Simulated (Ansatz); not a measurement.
Geometry relaxation, with input and output: TiAl (part 2 of 2)

Continued. System: TiAl (slab, 16 atoms in the cell). Method: DFT r2SCAN, scalar-relativistic, plane waves, PAW, no spin polarisation (Ansatz 0.2.0); cutoff 500 eV, 5×5×1 k-mesh, Gaussian smearing of 0.1 eV. The structure derives from an entry of the Crystallography Open Database. The input holds or restrains some coordinates. Forces given for the steps count only the free coordinates. It belongs to a series of runs on one base structure; here: clean slab, lower half held.

Geometry of the input (Å; fractional positions):
```
5.6211  0.0000  0.0000
0.0000  5.6211  0.0000
0.0000  0.0000  23.0975
Al 0.2500  0.2500  0.3680
Al 0.2500  0.7500  0.3680
Al 0.7500  0.2500  0.3680
Al 0.7500  0.7500  0.3680
Ti 0.0000  0.0000  0.4560
Ti 0.0000  0.5000  0.4560
Ti 0.5000  0.0000  0.4560
Ti 0.5000  0.5000  0.4560
Al 0.2500  0.2500  0.5440
Al 0.2500  0.7500  0.5440
Al 0.7500  0.2500  0.5440
Al 0.7500  0.7500  0.5440
Ti 0.0000  0.0000  0.6320
Ti 0.0000  0.5000  0.6320
Ti 0.5000  0.0000  0.6320
Ti 0.5000  0.5000  0.6320
```

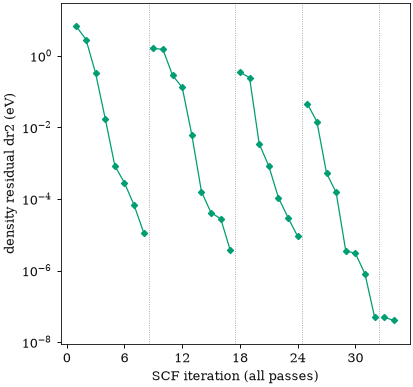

Convergence of the self-consistent field: density residual dr2 against the SCF iteration. Dotted lines part the SCF passes that the log prints in full.

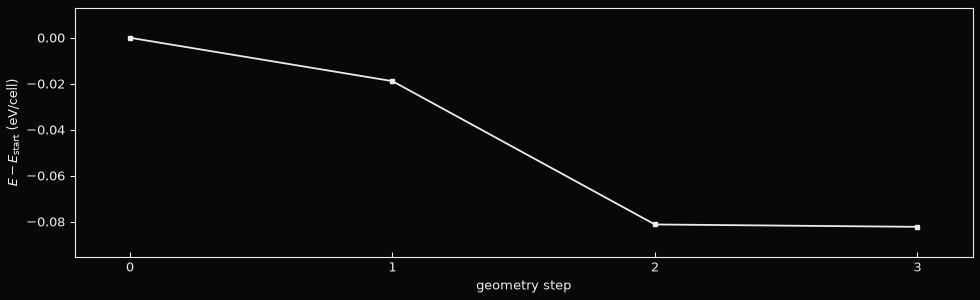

Progress of the restrained relaxation, step by step (the first geometry is step 0 here and step 1 in the log).

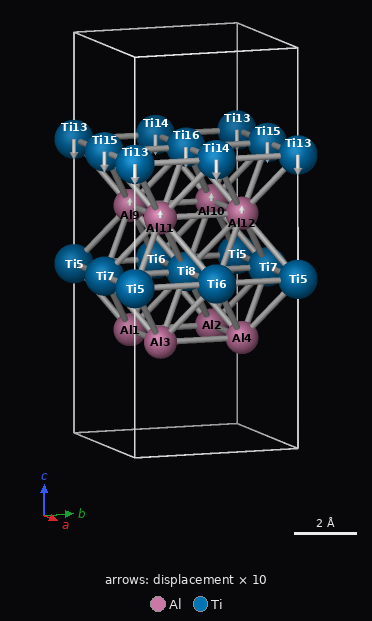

The starting structure with the displacements as white arrows, magnified 10 times (ball-and-stick view of the cell of the calculation, with the vacuum cut short, seen slightly off an axis). After 3 geometry steps the energy has fallen by 82.2 meV per cell of the calculation. Largest force component: 0.48 eV/Å at the start, 0.006 eV/Å at the end. The largest moves, 0.068 Å, are those of Ti13, Ti14, Ti15 and Ti16. By element the largest moves are Ti 0.068 Å, Al 0.026 Å. The cell doesn't change. Among the contacts that change: Al10–Ti13 2.843 → 2.776 Å, Ti5–Al10 2.843 → 2.861 Å. (Atoms are counted from 1 in the order of the input.)

```
SCF converged after 2 iterations
Free energy (F): -24356.263637 eV
Harris-Foulkes:  -24356.263637 eV  (|F-HF|=2.92e-8)
Internal energy: -24356.152633 eV  (E = F + TS)
E sigma→0 (E₀):  -24356.208135 eV
Entropy (-TS):   -0.111004 eV (-6.938 meV/atom)
Fermi energy:    1.208517 eV
Dipole field:    D = -0.007872 V/Å  (p = -0.031749 e·Å, saw-weighted, corrected)
Work function:   Φ+ = 4.5398 eV   Φ− = 4.3579 eV
Levels:          The Fermi level and band energies are counted from a zero that moves with the ramp; work functions are not
--- Per-component energies (eV) ---
  E_band       = -2603.806726
  E_kinetic    = 2358.512678
  E_local      = -79611.647643  (includes V_loc(G=0)·N_el)
  E_nonlocal   = 146.223955
  E_hartree    = 38597.946597
  E_xc         = -1029.281051
  E_vxc        = -1301.181760  (∫ρ·V_xc dr)
  E_paw        = -12243.780996  (= ΣΔE_a)
  E_vpaw       = -1475.282639  (= ΣTr[D̂ρ^β])
  E_aug_tail   = 0.000731  (compensation charges beyond the density's cutoff)
  E_vtau       = 83.107351  (kinetic-family band-sum trace: ∫τ·v_τ [+ j·A + Jᵃ·Aᵃ] dr)
  E_efield     = 0.000125  (sawtooth field / dipole correction)
  E_vefield    = 0.552935  (∫n·V_field dr)
  E_ewald      = 27428.381493
  E_core_change = -2.508522  (= ΣΔE_core)
  E_smearing   = -0.111004  (= −TS)
  E_closure    = 0.000000  (closes the sum)
  Σ components = -24356.263637   (vs F -24356.263637, Δ=0.00e0)
--- Forces (eV/Å), atoms counted from 1 ---
  atom   1  Al    -0.00000000    -0.00000000     0.47930655
  atom   2  Al    -0.00000000     0.00000000     0.47930655
  atom   3  Al    -0.00000000     0.00000000     0.47930655
  atom   4  Al    -0.00000000     0.00000000     0.47930655
  atom   5  Ti    -0.00000000     0.00000000    -0.46936781
  atom   6  Ti    -0.00000000    -0.00000000    -0.46936781
  atom   7  Ti    -0.00000000    -0.00000000    -0.46936781
  atom   8  Ti    -0.00000000    -0.00000000    -0.46936781
  atom   9  Al     0.00000000     0.00000000    -0.00613518
  atom  10  Al    -0.00000000     0.00000000    -0.00613518
  atom  11  Al    -0.00000000    -0.00000000    -0.00613518
  atom  12  Al     0.00000000    -0.00000000    -0.00613518
  atom  13  Ti    -0.00000000     0.00000000    -0.00379612
  atom  14  Ti    -0.00000000    -0.00000000    -0.00379612
  atom  15  Ti     0.00000000     0.00000000    -0.00379612
  atom  16  Ti     0.00000000     0.00000000    -0.00379612
  max |Σ_I F_I| component: 2.98e-5 eV/Å
--- Band table (eV; the first three rows and the last of 6) ---
  k-point 0: bands = ["-58.0864", "-58.0229", "-58.0229", "-57.9618", "-57.8083", "-57.7437", "-57.7437", "-57.6817", "-33.4549", "-33.4548", "-33.4548", "-33.3934", "-33.3934", "-33.3832", "-33.3832", "-33.3375", "-33.2100", "-33.1793", "-33.1793", "-33.1437", "-33.1437", "-33.1055", "-33.1055", "-33.0841", "-32.9448", "-32.9448", "-32.9004", "-32.9004", "-32.6574", "-32.6574", "-32.6126", "-32.6126", "-8.0824", "-7.0947", "-3.9062", "-3.9062", "-3.6794", "-3.3228", "-3.3228", "-3.2147", "-3.2147", "-2.2019", "-2.2019", "-1.8500", "-1.8036", "-1.2929", "-0.9341", "-0.9341", "-0.4776", "-0.4776", "0.1984", "0.1984", "0.2195", "0.2643", "0.2643", "0.3349", "0.5710", "0.8082", "0.8082", "1.1998", "1.2356", "1.3606", "1.3606", "1.6346", "1.6346", "1.7688", "2.1163", "2.1163", "2.7559", "2.8917", "2.8917", "3.0880", "3.0880", "3.2304", "3.2304", "3.3115"]
  k-point 1: bands = ["-58.0804", "-58.0290", "-58.0171", "-57.9677", "-57.8022", "-57.7499", "-57.7378", "-57.6876", "-33.4491", "-33.4480", "-33.4081", "-33.3986", "-33.3901", "-33.3881", "-33.3436", "-33.3375", "-33.2037", "-33.1723", "-33.1501", "-33.1381", "-33.1308", "-33.1126", "-33.0898", "-33.0596", "-32.9948", "-32.9476", "-32.9405", "-32.9046", "-32.7087", "-32.6609", "-32.6532", "-32.6169", "-7.8802", "-6.9128", "-5.0797", "-4.3622", "-3.7566", "-3.4585", "-3.1334", "-3.0686", "-2.0974", "-2.0530", "-1.8612", "-1.6122", "-1.5307", "-1.2655", "-1.1596", "-0.8226", "-0.7744", "-0.4598", "-0.3050", "0.1221", "0.2743", "0.3054", "0.4407", "0.4844", "0.5548", "0.6148", "1.0573", "1.1348", "1.1899", "1.3282", "1.3560", "1.6016", "1.7165", "1.7661", "1.9361", "2.1886", "2.8636", "2.8743", "2.9339", "2.9801", "3.1079", "3.2073", "3.2476", "3.2677"]
  k-point 2: bands = ["-58.0646", "-58.0450", "-58.0019", "-57.9830", "-57.7861", "-57.7661", "-57.7224", "-57.7032", "-33.4338", "-33.4302", "-33.4149", "-33.4081", "-33.3742", "-33.3570", "-33.2818", "-33.2193", "-33.1872", "-33.1667", "-33.1539", "-33.1311", "-33.1243", "-33.1232", "-33.1048", "-33.0701", "-33.0025", "-32.9383", "-32.9295", "-32.9157", "-32.8413", "-32.7861", "-32.6420", "-32.6282", "-7.2857", "-6.3754", "-6.3326", "-5.5069", "-3.3298", "-2.8341", "-2.7083", "-2.6528", "-2.5979", "-2.0599", "-1.9280", "-1.8327", "-1.6399", "-1.0943", "-1.0422", "-0.6521", "-0.5278", "-0.4869", "-0.3227", "0.2855", "0.2939", "0.3613", "0.5901", "0.6104", "0.6717", "0.6955", "1.0559", "1.1804", "1.3591", "1.5391", "1.6435", "1.6963", "1.7350", "1.7816", "1.8327", "2.2103", "2.5503", "2.5699", "2.6162", "2.6688", "2.6854", "2.8206", "3.1541", "3.3640"]
  k-point 5: bands = ["-58.0430", "-58.0236", "-58.0236", "-58.0045", "-57.7642", "-57.7445", "-57.7445", "-57.7251", "-33.4134", "-33.3950", "-33.3950", "-33.3772", "-33.2606", "-33.2606", "-33.2478", "-33.2342", "-33.1652", "-33.1454", "-33.1454", "-33.1263", "-33.1127", "-33.0987", "-33.0887", "-33.0887", "-32.9808", "-32.9808", "-32.9680", "-32.9532", "-32.8298", "-32.8148", "-32.8049", "-32.8049", "-6.5190", "-5.6675", "-5.6047", "-5.6047", "-4.8131", "-4.8131", "-4.7451", "-3.9823", "-2.0908", "-1.3673", "-1.3673", "-0.9736", "-0.4804", "-0.0840", "-0.0840", "-0.0174", "0.0860", "0.0860", "0.1197", "0.6895", "0.6895", "0.7361", "0.8079", "0.9935", "1.0093", "1.1301", "1.1301", "1.1476", "1.2531", "1.4393", "1.5415", "1.5415", "1.7936", "1.8235", "1.8235", "2.0845", "2.1860", "2.3638", "2.3638", "2.4382", "2.4382", "2.4749", "2.5646", "2.6348"]
--- Relaxed structure (4 steps of the walk, 4 accepted, 0 SCFs on fresh bases) ---
  F+E_penalty+E_count = -24356.26363708 eV   max|allowed force component| = 5.994e-3 eV/Å
  atoms:
    - { symbol: Al, position: [0.25, 0.25, 0.3680051774] }
    - { symbol: Al, position: [0.25, 0.75, 0.3680051774] }
    - { symbol: Al, position: [0.75, 0.25, 0.3680051774] }
    - { symbol: Al, position: [0.75, 0.75, 0.3680051774] }
    - { symbol: Ti, position: [0.0, 0.0, 0.4560017258] }
    - { symbol: Ti, position: [0.0, 0.5, 0.4560017258] }
    - { symbol: Ti, position: [0.5, 0.0, 0.4560017258] }
    - { symbol: Ti, position: [0.5, 0.5, 0.4560017258] }
    - { symbol: Al, position: [0.25, 0.25, 0.5451163867611776] }
    - { symbol: Al, position: [0.25, 0.75, 0.5451163867611776] }
    - { symbol: Al, position: [0.75, 0.25, 0.5451163867611776] }
    - { symbol: Al, position: [0.75, 0.75, 0.5451163867611776] }
    - { symbol: Ti, position: [-3.577157541709645e-88, 9.850429185768027e-34, 0.6290455493037501] }
    - { symbol: Ti, position: [1.1991826834848033e-34, 0.5, 0.6290455493037501] }
    - { symbol: Ti, position: [0.5, -2.569677178896007e-34, 0.6290455493037501] }
    - { symbol: Ti, position: [0.5, 0.5, 0.6290455493037501] }
```

**Trajectory as extended XYZ (Å, eV, eV/Å), 4 frames, from step=1 to step=4**
```
16
Lattice="5.6211 0.0000 0.0000 0.0000 5.6211 0.0000 0.0000 0.0000 23.0975" Properties=species:S:1:pos:R:3:forces:R:3 step=1 energy=-24356.18139
Al    1.4053    1.4053    8.5000    0.0000   0.0000   0.4879
Al    1.4053    4.2158    8.5000    0.0000   0.0000   0.4879
Al    4.2158    1.4053    8.5000    0.0000   0.0000   0.4879
Al    4.2158    4.2158    8.5000    0.0000   0.0000   0.4879
Ti    0.0000    0.0000   10.5325    0.0000   0.0000  -0.5738
Ti    0.0000    2.8106   10.5325    0.0000   0.0000  -0.5738
Ti    2.8106    0.0000   10.5325    0.0000   0.0000  -0.5738
Ti    2.8106    2.8106   10.5325    0.0000   0.0000  -0.5738
Al    1.4053    1.4053   12.5650    0.0000   0.0000   0.4838
Al    1.4053    4.2158   12.5650    0.0000   0.0000   0.4838
Al    4.2158    1.4053   12.5650    0.0000   0.0000   0.4838
Al    4.2158    4.2158   12.5650    0.0000   0.0000   0.4838
Ti    0.0000    0.0000   14.5975    0.0000   0.0000  -0.3983
Ti    0.0000    2.8106   14.5975    0.0000   0.0000  -0.3983
Ti    2.8106    0.0000   14.5975    0.0000   0.0000  -0.3983
Ti    2.8106    2.8106   14.5975    0.0000   0.0000  -0.3983
16
Lattice="5.6211 0.0000 0.0000 0.0000 5.6211 0.0000 0.0000 0.0000 23.0975" Properties=species:S:1:pos:R:3:forces:R:3 step=2 energy=-24356.20026
Al    1.4053    1.4053    8.5000    0.0000   0.0000   0.4695
Al    1.4053    4.2158    8.5000    0.0000   0.0000   0.4695
Al    4.2158    1.4053    8.5000    0.0000   0.0000   0.4695
Al    4.2158    4.2158    8.5000    0.0000   0.0000   0.4695
Ti    0.0000    0.0000   10.5325    0.0000   0.0000  -0.4018
Ti    0.0000    2.8106   10.5325    0.0000   0.0000  -0.4018
Ti    2.8106    0.0000   10.5325    0.0000   0.0000  -0.4018
Ti    2.8106    2.8106   10.5325    0.0000   0.0000  -0.4018
Al    1.4053    1.4053   12.6073    0.0000   0.0000  -0.4681
Al    1.4053    4.2158   12.6073    0.0000   0.0000  -0.4681
Al    4.2158    1.4053   12.6073    0.0000   0.0000  -0.4681
Al    4.2158    4.2158   12.6073    0.0000   0.0000  -0.4681
Ti    0.0000    0.0000   14.4669    0.0000   0.0000   0.4002
Ti    0.0000    2.8106   14.4669    0.0000   0.0000   0.4002
Ti    2.8106    0.0000   14.4669    0.0000   0.0000   0.4002
Ti    2.8106    2.8106   14.4669    0.0000   0.0000   0.4002
16
Lattice="5.6211 0.0000 0.0000 0.0000 5.6211 0.0000 0.0000 0.0000 23.0975" Properties=species:S:1:pos:R:3:forces:R:3 step=3 energy=-24356.26261
Al    1.4053    1.4053    8.5000    0.0000   0.0000   0.4748
Al    1.4053    4.2158    8.5000    0.0000   0.0000   0.4748
Al    4.2158    1.4053    8.5000    0.0000   0.0000   0.4748
Al    4.2158    4.2158    8.5000    0.0000   0.0000   0.4748
Ti    0.0000    0.0000   10.5325    0.0000   0.0000  -0.4800
Ti    0.0000    2.8106   10.5325    0.0000   0.0000  -0.4800
Ti    2.8106    0.0000   10.5325    0.0000   0.0000  -0.4800
Ti    2.8106    2.8106   10.5325    0.0000   0.0000  -0.4800
Al    1.4053    1.4053   12.5869    0.0000   0.0000  -0.0449
Al    1.4053    4.2158   12.5869    0.0000   0.0000  -0.0449
Al    4.2158    1.4053   12.5869    0.0000   0.0000  -0.0449
Al    4.2158    4.2158   12.5869    0.0000   0.0000  -0.0449
Ti    0.0000    0.0000   14.5140    0.0000   0.0000   0.0506
Ti    0.0000    2.8106   14.5140    0.0000   0.0000   0.0506
Ti    2.8106    0.0000   14.5140    0.0000   0.0000   0.0506
Ti    2.8106    2.8106   14.5140    0.0000   0.0000   0.0506
16
Lattice="5.6211 0.0000 0.0000 0.0000 5.6211 0.0000 0.0000 0.0000 23.0975" Properties=species:S:1:pos:R:3:forces:R:3 step=4 energy=-24356.26364
Al    1.4053    1.4053    8.5000    0.0000   0.0000   0.4793
Al    1.4053    4.2158    8.5000    0.0000   0.0000   0.4793
Al    4.2158    1.4053    8.5000    0.0000   0.0000   0.4793
Al    4.2158    4.2158    8.5000    0.0000   0.0000   0.4793
Ti    0.0000    0.0000   10.5325    0.0000   0.0000  -0.4694
Ti    0.0000    2.8106   10.5325    0.0000   0.0000  -0.4694
Ti    2.8106    0.0000   10.5325    0.0000   0.0000  -0.4694
Ti    2.8106    2.8106   10.5325    0.0000   0.0000  -0.4694
Al    1.4053    1.4053   12.5908    0.0000   0.0000  -0.0060
Al    1.4053    4.2158   12.5908    0.0000   0.0000  -0.0060
Al    4.2158    1.4053   12.5908    0.0000   0.0000  -0.0060
Al    4.2158    4.2158   12.5908    0.0000   0.0000  -0.0060
Ti    0.0000    0.0000   14.5294    0.0000   0.0000  -0.0038
Ti    0.0000    2.8106   14.5294    0.0000   0.0000  -0.0038
Ti    2.8106    0.0000   14.5294    0.0000   0.0000  -0.0038
Ti    2.8106    2.8106   14.5294    0.0000   0.0000  -0.0038
```

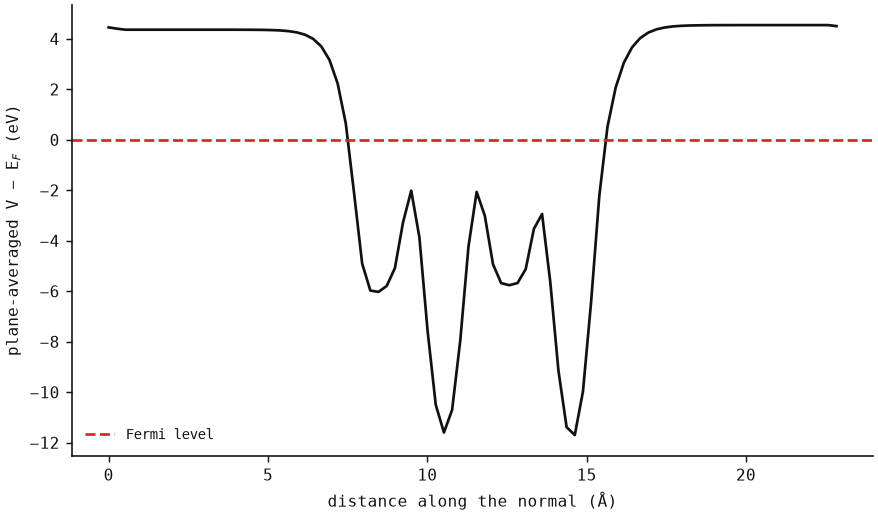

Plane average of the electrostatic potential energy of an electron across the cell, from the Fermi level. The vacuum level lies 4.54 eV above the Fermi level on the upper side and 4.36 eV on the lower.
